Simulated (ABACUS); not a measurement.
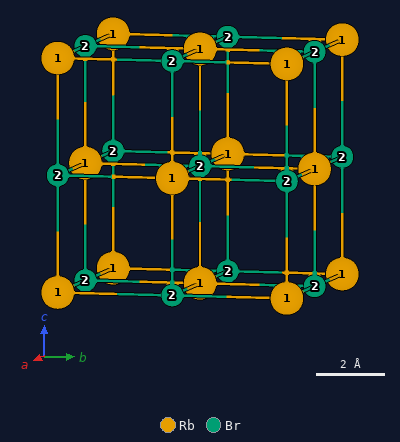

Fig. 1: The structure as given in the input (ball-and-stick view of the cell 4 times as large as that of the calculation, set on its symmetry axes, seen slightly off an axis; atoms are numbered from 1 in the order of the input). An atom can appear more than once, as a periodic image.

**Single-point calculation at one volume of an equation of state of RbBr (part 1 of 2)**

RbBr (Fm-3m, 2 atoms in the cell), computed with Kohn-Sham DFT of a periodic cell, LDA, PseudoDojo NC SR 0.4.1 LDA standard, no spin polarisation (ABACUS 3.10.1).

The structure derives from an entry of the Crystallography Open Database. It belongs to a series of runs on one base structure; here: volume scaled by 1.06.

## Input file
```
INPUT_PARAMETERS
suffix              RbBr
calculation         scf
basis_type          pw
pseudo_dir          ./
symmetry            1
dft_functional      pz
ecutwfc             44
pseudo_rcut         7
nspin               1
nbands              12
ks_solver           dav
smearing_method     fd
smearing_sigma      0.00367493
scf_thr             1e-08
scf_nmax            100
mixing_type         broyden
mixing_beta         0.7
cal_force           1
cal_stress          1
kpar                4
```

## File STRU
```
ATOMIC_SPECIES
Rb 85.4678 Rb.upf
Br 79.9040 Br.upf

LATTICE_CONSTANT
1.8897261246

LATTICE_VECTORS
0.0000000000 3.4942131424 3.4942131424
3.4942131424 0.0000000000 3.4942131424
3.4942131424 3.4942131424 0.0000000000

ATOMIC_POSITIONS
Direct

Rb
0.0
1
0.0000000000 0.0000000000 0.0000000000 1 1 1

Br
0.0
1
0.5000000000 0.5000000000 0.5000000000 1 1 1
```

## File KPT
```
K_POINTS
0
Gamma
6 6 6 0 0 0
```

Command:
```bash
OMP_NUM_THREADS=1 mpirun -np 4 abacus > log
```

## Output
```
ABACUS v3.10.1

               Atomic-orbital Based Ab-initio Computation at UStc

 ------------------------------------------------------------------------------------

 READING GENERAL INFORMATION
                           global_out_dir = OUT.RbBr/
                           global_in_card = INPUT
                               pseudo_dir = ./
                              orbital_dir =
                                    DSIZE = 4
                                    GSIZE = 1

 READING UNITCELL INFORMATION
                                    ntype = 2
                  lattice constant (Bohr) = 1.88973
              lattice constant (Angstrom) = 1

 READING ATOM TYPE 1
                               atom label = Rb
                      L=0, number of zeta = 1
                      L=1, number of zeta = 1
                      L=2, number of zeta = 1
             number of atom for this type = 1

 READING ATOM TYPE 2
                               atom label = Br
                      L=0, number of zeta = 1
                      L=1, number of zeta = 1
                      L=2, number of zeta = 1
             number of atom for this type = 1

                        TOTAL ATOM NUMBER = 2
DIRECT COORDINATES
    atom                   x                   y                   z     mag                  vx                  vy                  vz
taud_Rb1            0.0000000000        0.0000000000        0.0000000000  0.0000        0.0000000000        0.0000000000        0.0000000000
taud_Br1            0.5000000000        0.5000000000        0.5000000000  0.0000        0.0000000000        0.0000000000        0.0000000000

                          Volume (Bohr^3) = 575.804
                             Volume (A^3) = 85.3253

 Lattice vectors: (Cartesian coordinate: in unit of a_0)
                   +0            +3.49421            +3.49421
             +3.49421                  +0            +3.49421
             +3.49421            +3.49421                  +0
 Reciprocal vectors: (Cartesian coordinate: in unit of 2 pi/a_0)
            -0.143094           +0.143094           +0.143094
            +0.143094           -0.143094           +0.143094
            +0.143094           +0.143094           -0.143094
 The esolver type has been set to : ksdft_pw

                PAO radial cut off (Bohr) = 7

 Read in pseudopotential file is Rb.upf
                     pseudopotential type = NC
          exchange-correlation functional = SLAPWNOGXNOGC
                 nonlocal core correction = 1
                        valence electrons = 9
                                     lmax = 2
                           number of zeta = 3
                     number of projectors = 6
                           L of projector = 0
                           L of projector = 0
                           L of projector = 1
                           L of projector = 1
                           L of projector = 2
                           L of projector = 2
 XC functional updated to : pz
          exchange-correlation functional = PZ
                PAO radial cut off (Bohr) = 7

 Read in pseudopotential file is Br.upf
                     pseudopotential type = NC
          exchange-correlation functional = SLAPWNOGXNOGC
                 nonlocal core correction = 1
                        valence electrons = 7
                                     lmax = 2
                           number of zeta = 2
                     number of projectors = 6
                           L of projector = 0
                           L of projector = 0
                           L of projector = 1
                           L of projector = 1
                           L of projector = 2
                           L of projector = 2
 XC functional updated to : pz
          exchange-correlation functional = PZ
     initial pseudo atomic orbital number = 9

 SETUP THE ELECTRONS NUMBER
            electron number of element Rb = 9
      total electron number of element Rb = 9
            electron number of element Br = 7
      total electron number of element Br = 7
            AUTOSET number of electrons:  = 16
                           occupied bands = 8
                                   NBANDS = 12
                                   NLOCAL = 18

%%%%%%%%%%%%%%%%%%%%%%%%%%%%%%%%%%%%%%%%%%%%%%%%%%%%%%%%%%%%%%%%%%%%%%%%%%%%%%%%%%%%%%%%%%%%%%%%%%%%%%%%%%
 Warning: the number of valence electrons in pseudopotential > 1 for Rb: [Kr] 5s1
 Pseudopotentials with additional electrons can yield (more) accurate outcomes, but may be less efficient.
 If you're confident that your chosen pseudopotential is appropriate, you can safely ignore this warning.
%%%%%%%%%%%%%%%%%%%%%%%%%%%%%%%%%%%%%%%%%%%%%%%%%%%%%%%%%%%%%%%%%%%%%%%%%%%%%%%%%%%%%%%%%%%%%%%%%%%%%%%%%%

 SETUP THE PLANE WAVE BASIS
 energy cutoff for charge/potential (unit:Ry) = 176
            fft grid for charge/potential = [ 40, 40, 40 ]
                        fft grid division = [ 1, 1, 1 ]
        big fft grid for charge/potential = [ 40, 40, 40 ]
                                     nbxx = 64000
                                     nrxx = 64000

 SETUP PLANE WAVES FOR CHARGE/POTENTIAL
                    number of plane waves = 22659
                         number of sticks = 1057

 PARALLEL PW FOR CHARGE/POTENTIAL
     PROC   COLUMNS(POT)             PW
        1           1057          22659
 --------------- sum -------------------
        1           1057          22659
                            number of |g| = 261
                                  max |g| = 15.8892
                                  min |g| = 0

----------- Double Check Mixing Parameters Begin ------------
mixing_type: broyden
mixing_beta: 0.7
mixing_gg0: 1
mixing_gg0_min: 0.1
mixing_ndim: 8
----------- Double Check Mixing Parameters End ------------

 LATTICE VECTORS: (CARTESIAN COORDINATE: IN UNIT OF A0)
                   +0            +3.49421            +3.49421
             +3.49421                  +0            +3.49421
             +3.49421            +3.49421                  +0
                       right hand lattice = 1
                                   NORM_A = 4.94156
                                   NORM_B = 4.94156
                                   NORM_C = 4.94156
                           ALPHA (DEGREE) = 60
                           BETA  (DEGREE) = 60
                           GAMMA (DEGREE) = 60

 The lattice vectors have been changed (STRU_SIMPLE.cif)

(for optimal symmetric configuration:)
                             BRAVAIS TYPE = 3
                     BRAVAIS LATTICE NAME = 03. Cubic F (face-centered)
                                    ibrav = 3
                                    IBRAV = 3
                                  BRAVAIS = FACE CENTERED CUBIC
                       LATTICE CONSTANT A = 6.98843
Original cell was already a primitive cell.
                        ROTATION MATRICES = 48
              PURE POINT GROUP OPERATIONS = 48
                   SPACE GROUP OPERATIONS = 48
                              POINT GROUP = O_h
               POINT GROUP IN SPACE GROUP = O_h

 SETUP K-POINTS
                                    nspin = 1
                   Input type of k points = Monkhorst-Pack(Gamma)
                                   nkstot = 216
                       right hand lattice = 1
(for reciprocal lattice: )
                             BRAVAIS TYPE = 2
                     BRAVAIS LATTICE NAME = 02. Cubic I (body-centered)
                                    ibrav = 2
                       right hand lattice = 1
(for k-lattice: )
                             BRAVAIS TYPE = 2
                     BRAVAIS LATTICE NAME = 02. Cubic I (body-centered)
                                    ibrav = 2
                       right hand lattice = 1
                        ROTATION MATRICES = 48
                               nkstot_ibz = 16
K-POINTS REDUCTION ACCORDING TO SYMMETRY
     IBZ    DIRECT_X    DIRECT_Y    DIRECT_Z  WEIGHT  ibz2bz
       1  0.00000000  0.00000000  0.00000000  0.0046       0
       2  0.16666667  0.16666667  0.16666667  0.0370       1
       3  0.33333333  0.33333333  0.33333333  0.0370       2
       4  0.50000000  0.50000000  0.50000000  0.0185       3
       5  0.16666667  0.16666667  0.00000000  0.0278       7
       6  0.33333333  0.33333333  0.16666667  0.1111       8
       7  0.50000000  0.50000000  0.33333333  0.1111       9
       8  0.50000000  0.33333333  0.33333333  0.1111      10
       9  0.33333333  0.16666667  0.16666667  0.0556      11
      10  0.33333333  0.33333333  0.00000000  0.0278      14
      11  0.50000000  0.50000000  0.16666667  0.1111      15
      12 -0.33333333  0.33333333  0.33333333  0.0556      16
      13  0.50000000  0.50000000  0.00000000  0.0139      21
      14  0.50000000  0.33333333  0.16666667  0.1111      51
      15  0.50000000  0.33333333 -0.33333333  0.1111      52
      16  0.50000000  0.33333333 -0.16666667  0.0556      58

                               nkstot now = 16
[... K-POINTS DIRECT COORDINATES: 16 rows ...]

           k-point number in this process = 4
       minimum distributed K point number = 4
[... stars of the k points ...]

[... K-POINTS CARTESIAN COORDINATES: 4 rows ...]

[... K-POINTS DIRECT COORDINATES: 4 rows ...]

 SETUP PLANE WAVES FOR WAVE FUNCTIONS
     energy cutoff for wavefunc (unit:Ry) = 44
              fft grid for wave functions = [ 40, 40, 40 ]
                    number of plane waves = 3479
                         number of sticks = 301

 PARALLEL PW FOR WAVE FUNCTIONS
     PROC   COLUMNS(POT)             PW
        1            301           3479
 --------------- sum -------------------
        1            301           3479

 SETUP NONLOCAL PSEUDOPOTENTIALS IN PLANE WAVE BASIS
 Rb non-local projectors:
 projector 1 L=0
 projector 2 L=0
 projector 3 L=1
 projector 4 L=1
 projector 5 L=2
 projector 6 L=2
 Br non-local projectors:
 projector 1 L=0
 projector 2 L=0
 projector 3 L=1
 projector 4 L=1
 projector 5 L=2
 projector 6 L=2
      TOTAL NUMBER OF NONLOCAL PROJECTORS = 36

 Init Non-Local PseudoPotential table :
 Init Non-Local-Pseudopotential done.

                                     npwx = 2824

 Make real space PAO into reciprocal space.
       max mesh points in Pseudopotential = 701
     dq(describe PAO in reciprocal space) = 0.01
                                    max q = 800

 number of pseudo atomic orbitals for Rb is 3
WARNING: norm of atomic wavefunction # 2 of atomic type Rb is 0.999992, renormalized
WARNING: norm of atomic wavefunction # 3 of atomic type Rb is 0.917726, renormalized

 number of pseudo atomic orbitals for Br is 2
WARNING: norm of atomic wavefunction # 1 of atomic type Br is 0.999998, renormalized
WARNING: norm of atomic wavefunction # 2 of atomic type Br is 0.999802, renormalized

 -------------------------------------------
 SELF-CONSISTENT
 -------------------------------------------
                                 init_chg = atomic
```
